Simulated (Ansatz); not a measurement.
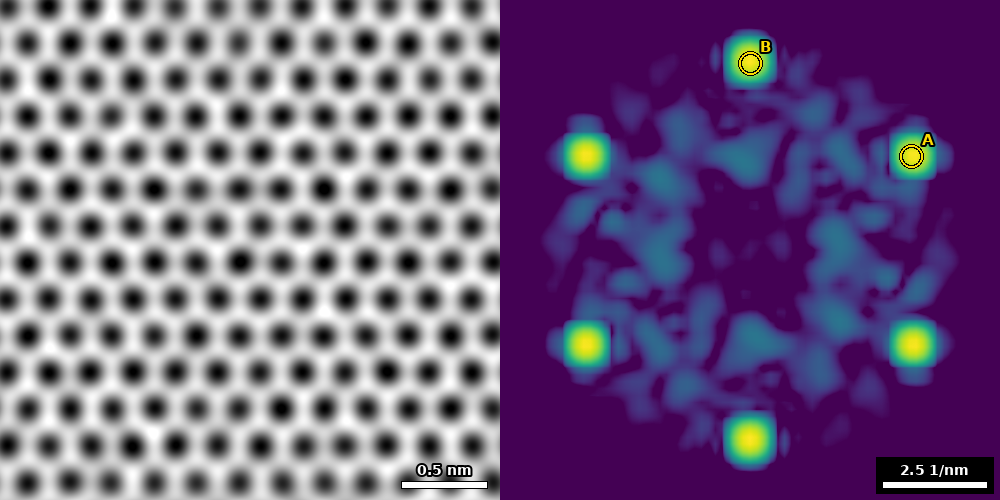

HRTEM-like image of a crystal. Simulated in the weak-phase-object approximation with neutral-atom potentials: 300 kV, Cs = 1.20 mm, defocus −583 Å (negative is underfocus), defocus spread 20 Å, aperture 0.49 1/Å. The speckle of an amorphous layer was added.

The right panel is the modulus of the image's Fourier transform on a logarithmic scale.

Which lattice spacings do the marked spots stand for, and what angle do A and B enclose?

Answer. A: 2.2 Å, B: 2.2 Å; A and B enclose about 60°.

The crystal is Ir (Im-3m, No. 229) along [111]; the spots are (0 1 -1) and (-1 1 0). Structure: a calculation's starting geometry; the starting structure was generated, so it need not be a known form of this composition.
